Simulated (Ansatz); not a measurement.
## What a change does: geometry relaxation on MgO

System: MgO (Fm-3m, 2 atoms in the cell).
Method of run 1: Kohn-Sham DFT of a periodic cell, BLYP, all-electron LAPW, scalar-relativistic, no spin polarisation (Ansatz 0.2.0).

The structure derives from a Materials Project entry. Text and figures count atoms from 1; the logs count them from 0 in places.

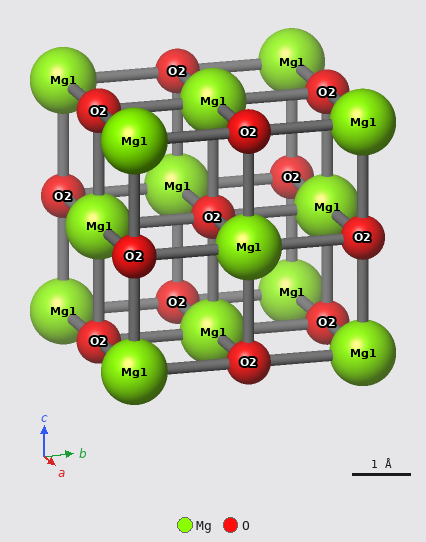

**Figure 1.** The starting structure (ball-and-stick view of the cell 4 times as large as that of the calculation, set on its symmetry axes, seen slightly off an axis; atoms are numbered from 1 in the order of the input). Near neighbours in the crystal (not all of them lie inside the picture): Mg has 6 O at 2.10 Å; O has 6 Mg at 2.10 Å.

## Input file, run 1
```yaml
crystal:
  lattice:
    - [0.0, 2.0970013927, 2.0970013927]
    - [2.0970013927, 0.0, 2.0970013927]
    - [2.0970013927, 2.0970013927, 0.0]
  atoms:
    - { symbol: Mg, position: [0.0, 0.0, 0.0] }
    - { symbol: O, position: [0.5, 0.5, 0.5] }
kpoints:
  mp_grid: { grid: [11, 11, 11] }
scf:
  occupations: { method: fermi_dirac, width: 0.05 }
hamiltonian:
  xc: blyp
  pseudopotentials: { kind: all_electron, lapw: { basis_error: 0.001 } }
output:
  forces: true
  stress: true
relax:
  f_tol: 0.01
  max_steps: 60
  cell: {}
```

Command:
```bash
ansatz run input.yaml --threads 1 --pin off --max-ram 3072MiB --backend cpu --events-out ev --progress --plain --runs-dir out
```

Hardware: 1 thread of Arm Neoverse V1, 24 GiB of memory available, shared host.

## Output, shortened to warnings, some set-up lines, iterations and results (run 1)
```
Basis set: ecut = 338.4998259440644 eV, 259 PW (Γ), exchange–correlation at level 2
Symmetry: 48 space group operations
k-points: 56 of 1331
Initial density: superposition of atomic densities (chi_scale 0.1, normalization cell, long waves kept (reshape's long-wave potential 0.00 eV rms))
[...]
SCF iter   1: F=—  HF=-7509.836368 eV  |F-HF|=—  |Δ(HF+E_count)|=         —  Δρ=1.22e-1  dr2=2.96e0  ethr=1.65e-2  ⟨swp⟩=2.0  Hψ=4772  notcnv=0
SCF iter   2: F=—  HF=-7508.286984 eV  |F-HF|=—  |Δ(HF+E_count)|=    1.55e0  Δρ=2.59e-2  dr2=6.29e-2  ethr=3.50e-4  ⟨swp⟩=2.2  Hψ=3882  notcnv=0
SCF iter   3: F=—  HF=-7507.923015 eV  |F-HF|=—  |Δ(HF+E_count)|=   3.64e-1  Δρ=1.78e-2  dr2=6.39e-2  ethr=3.50e-4  ⟨swp⟩=3.0  Hψ=2412  notcnv=0
SCF iter   4: F=—  HF=-7507.917088 eV  |F-HF|=—  |Δ(HF+E_count)|=         —  Δρ=1.26e-3  dr2=2.30e-4  ethr=3.50e-4  ⟨swp⟩=2.0  Hψ=2174  notcnv=0
SCF iter   5: F=—  HF=-7507.916941 eV  |F-HF|=—  |Δ(HF+E_count)|=   1.47e-4  Δρ=2.14e-4  dr2=2.50e-6  ethr=1.28e-6  ⟨swp⟩=2.8  Hψ=2035  notcnv=0
[... 21 lines ...]
relax step   4: F+E_penalty+E_count = -7507.94802562 eV  Δ(F+E_penalty+E_count) = -7.415e-5 eV  max|allowed force component| = 6.574e-30 eV/Å  Δτ_max = 0.0000 Å  P = +0.019 …
SCF iter   1: F=—  HF=-7507.948033 eV  |F-HF|=—  |Δ(HF+E_count)|=         —  Δρ=8.84e-6  dr2=1.60e-8  ethr=8.65e-11  ⟨swp⟩=4.0  Hψ=3996  notcnv=0
SCF iter   2: F=-7507.948024 eV  HF=-7507.948024 eV  |F-HF|=4.16e-9  |Δ(HF+E_count)|=   8.57e-6  Δρ=4.69e-6  dr2=3.81e-9  ethr=8.65e-11  ⟨swp⟩=3.0  Hψ=2408  notcnv=0
SCF 5 converged in 2 iterations: F = -7507.948024 eV  dr2 = 3.81e-9
relax step   5: F+E_penalty+E_count = -7507.94802429 eV  Δ(F+E_penalty+E_count) = +1.328e-6 eV  max|allowed force component| = 6.048e-30 eV/Å  Δτ_max = 0.0000 Å  P = +0.021 …
basis re-selected at this cell: Δ(F+E_penalty+E_count) = +1.328e-6 eV, ΔP = +0.002 GPa vs the last step (what re-selecting the basis moved, after the strain that the cell walked since its last selection, with what the two solves' SCF thresholds leave and, on support functions, any second-order …
SCF converged after 2 iterations
Free energy (F): -7507.948024 eV
Harris-Foulkes:  -7507.948024 eV  (|F-HF|=4.16e-9)
Internal energy: -7507.948024 eV  (E = F + TS)
E sigma→0 (E₀):  -7507.948024 eV
Fermi energy:    9.990155 eV
--- Per-component energies (eV) ---
  E_band       = -1295.382813
  E_kinetic    = 7513.820576
  E_xc         = -689.363852
  E_electrostatic = -14332.404748  (all electrons and nuclei)
  E_smearing   = -0.000000  (= −TS)
  E_closure    = 0.000000  (closes the sum)
  E_atoms      = -7496.687584  (free atoms, spherical and without spin; not in F)
  Σ components = -7507.948024   (vs F -7507.948024, Δ=0.00e0)
  Basis errors (estimates in eV, not in F): energy 5.9e-4 per atom: plane waves 5.5e-4 (2.9e-4 summed), levels above the bands 2.7e-114, relativity 1.0e-7, radial functions 4.4e-5, core shells 5.7e-12; eigenvalues (radial functions only) 9.9e-6; not estimated: angular momenta, meshes, grids; target …
--- Forces (eV/Å), atoms counted from 1 ---
  atom   1  Mg     0.00000000    -0.00000000     0.00000000
  atom   2  O     -0.00000000     0.00000000     0.00000000
  max |Σ_I F_I| component: 7.89e-30 eV/Å
--- Stress (GPa, compression-positive) ---
        0.021467      -0.000000      -0.000000
       -0.000000       0.021467      -0.000000
       -0.000000      -0.000000       0.021467
  P = ⅓ Tr σ = 0.0215 GPa (0.215 kbar)
--- Relaxed structure (4 steps of the walk, 4 accepted, 1 SCFs on fresh bases) ---
  F+E_penalty+E_count = -7507.94802429 eV   max|allowed force component| = 6.048e-30 eV/Å   (the final SCF, on the basis selected at the relaxed cell)
  cell:  # Å, volume = 19.5412 Å³
    - [-8.916901057567283e-35, 2.1378342230709313, 2.1378342230709313]
    - [2.1378342230709313, -4.203681927138862e-34, 2.1378342230709313]
    - [2.1378342230709313, 2.1378342230709313, -1.0190744065791179e-34]
  atoms:
    - { symbol: Mg, position: [9.56688456377974e-36, -6.69681919464772e-36, -8.610196107400303e-36] }
    - { symbol: O, position: [0.5000000000000001, 0.5000000000000001, 0.5000000000000001] }
```

The input of run 2 differs as follows (lines with − go, lines with + come):
```diff
+  dispersion: d4
```

Predict how the results change.

The total energies belong to different models, so their difference says nothing on which is more stable or more accurate. The volume per atom goes from 9.77 to 9.40 Å³. The SCF takes 17 iterations over all geometry steps against 21.

## Output, shortened to warnings, some set-up lines, iterations and results (run 2)
```
Basis set: ecut = 338.4998259440644 eV, 259 PW (Γ), exchange–correlation at level 2
Symmetry: 48 space group operations
k-points: 56 of 1331
Initial density: superposition of atomic densities (chi_scale 0.1, normalization cell, long waves kept (reshape's long-wave potential 0.00 eV rms))
[...]
SCF iter   1: F=—  HF=-7510.469651 eV  |F-HF|=—  |Δ(HF+E_count)|=         —  Δρ=1.22e-1  dr2=2.96e0  ethr=1.65e-2  ⟨swp⟩=2.0  Hψ=4772  notcnv=0
SCF iter   2: F=—  HF=-7508.920267 eV  |F-HF|=—  |Δ(HF+E_count)|=    1.55e0  Δρ=2.59e-2  dr2=6.29e-2  ethr=3.50e-4  ⟨swp⟩=2.2  Hψ=3882  notcnv=0
SCF iter   3: F=—  HF=-7508.556298 eV  |F-HF|=—  |Δ(HF+E_count)|=   3.64e-1  Δρ=1.78e-2  dr2=6.39e-2  ethr=3.50e-4  ⟨swp⟩=3.0  Hψ=2412  notcnv=0
SCF iter   4: F=—  HF=-7508.550371 eV  |F-HF|=—  |Δ(HF+E_count)|=         —  Δρ=1.26e-3  dr2=2.30e-4  ethr=3.50e-4  ⟨swp⟩=2.0  Hψ=2174  notcnv=0
SCF iter   5: F=—  HF=-7508.550224 eV  |F-HF|=—  |Δ(HF+E_count)|=   1.47e-4  Δρ=2.14e-4  dr2=2.50e-6  ethr=1.28e-6  ⟨swp⟩=2.8  Hψ=2035  notcnv=0
[... 17 lines ...]
relax step   4: F+E_penalty+E_count = -7508.55365374 eV  Δ(F+E_penalty+E_count) = -9.737e-7 eV  max|allowed force component| = 7.231e-30 eV/Å  Δτ_max = 0.0000 Å  P = -0.002 …
SCF iter   1: F=—  HF=-7508.553664 eV  |F-HF|=—  |Δ(HF+E_count)|=         —  Δρ=1.28e-5  dr2=3.05e-8  ethr=1.66e-10  ⟨swp⟩=3.8  Hψ=3876  notcnv=0
SCF iter   2: F=-7508.553653 eV  HF=-7508.553653 eV  |F-HF|=1.04e-8  |Δ(HF+E_count)|=   1.12e-5  Δρ=6.57e-6  dr2=7.12e-9  ethr=1.66e-10  ⟨swp⟩=3.0  Hψ=2408  notcnv=0
SCF 5 converged in 2 iterations: F = -7508.553653 eV  dr2 = 7.12e-9
relax step   5: F+E_penalty+E_count = -7508.55365318 eV  Δ(F+E_penalty+E_count) = +5.620e-7 eV  max|allowed force component| = 8.316e-30 eV/Å  Δτ_max = 0.0000 Å  P = -0.000 …
basis re-selected at this cell: Δ(F+E_penalty+E_count) = +5.620e-7 eV, ΔP = +0.001 GPa vs the last step (what re-selecting the basis moved, after the strain that the cell walked since its last selection, with what the two solves' SCF thresholds leave and, on support functions, any second-order …
SCF converged after 2 iterations
Free energy (F): -7508.553653 eV
Harris-Foulkes:  -7508.553653 eV  (|F-HF|=1.04e-8)
Internal energy: -7508.553653 eV  (E = F + TS)
E sigma→0 (E₀):  -7508.553653 eV
Fermi energy:    10.629087 eV
--- Per-component energies (eV) ---
  E_band       = -1286.605752
  E_kinetic    = 7515.916830
  E_xc         = -689.898115
  E_electrostatic = -14333.953065  (all electrons and nuclei)
  E_disp       = -0.619304  (pairwise vdW)
  E_smearing   = -0.000000  (= −TS)
  E_closure    = 0.000000  (closes the sum)
  E_atoms      = -7496.687584  (free atoms, spherical and without spin; not in F)
  Σ components = -7508.553653   (vs F -7508.553653, Δ=0.00e0)
  Basis errors (estimates in eV, not in F): energy 6.0e-4 per atom: plane waves 5.6e-4 (3.0e-4 summed), levels above the bands 4.8e-117, relativity 1.1e-7, radial functions 4.1e-5, core shells 9.3e-12; eigenvalues (radial functions only) 1.0e-5; not estimated: angular momenta, meshes, grids; target …
--- Forces (eV/Å), atoms counted from 1 ---
  atom   1  Mg    -0.00000000     0.00000000    -0.00000000
  atom   2  O      0.00000000    -0.00000000     0.00000000
  max |Σ_I F_I| component: 1.39e-29 eV/Å
--- Stress (GPa, compression-positive) ---
       -0.000198      -0.000000      -0.000000
       -0.000000      -0.000198      -0.000000
       -0.000000      -0.000000      -0.000198
  P = ⅓ Tr σ = -0.0002 GPa (-0.002 kbar)
--- Relaxed structure (4 steps of the walk, 4 accepted, 1 SCFs on fresh bases) ---
  F+E_penalty+E_count = -7508.55365318 eV   max|allowed force component| = 8.316e-30 eV/Å   (the final SCF, on the basis selected at the relaxed cell)
  cell:  # Å, volume = 18.8017 Å³
    - [1.7853705912138065e-34, 2.1105161251740934, 2.1105161251740934]
    - [2.1105161251740934, -9.872283313735207e-35, 2.1105161251740934]
    - [2.1105161251740934, 2.1105161251740934, 6.56825301115448e-36]
  atoms:
    - { symbol: Mg, position: [1.6742047986595918e-36, -5.979302852351256e-37, -2.7504793120839492e-36] }
[...]
```

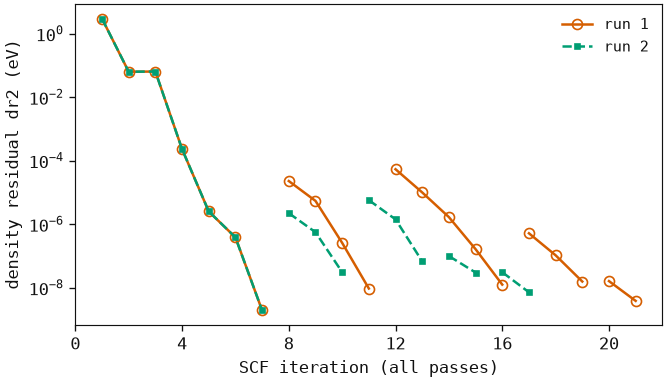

**Figure 2.** Convergence of the two runs: density residual dr2 against the SCF iteration. A break in a curve parts two SCF passes. Run 1 takes 21 iterations in all, and run 2 takes 17.

## The two runs side by side

| quantity | run 1 | run 2 |
| --- | --- | --- |
| outcome | converged | converged |
| free energy per atom (eV) | −3753.9740 | −3754.2768 |
| pressure (GPa) | 0.02 | 0.00 |
| volume per atom (Å³) | 9.77 | 9.40 |
| largest force (eV/Å) | 0.000 | 0.000 |
| SCF iterations | 21 | 17 |
| irreducible k-points | 56 | 56 |
| wall time (shared host) | 16 s | 18 s |
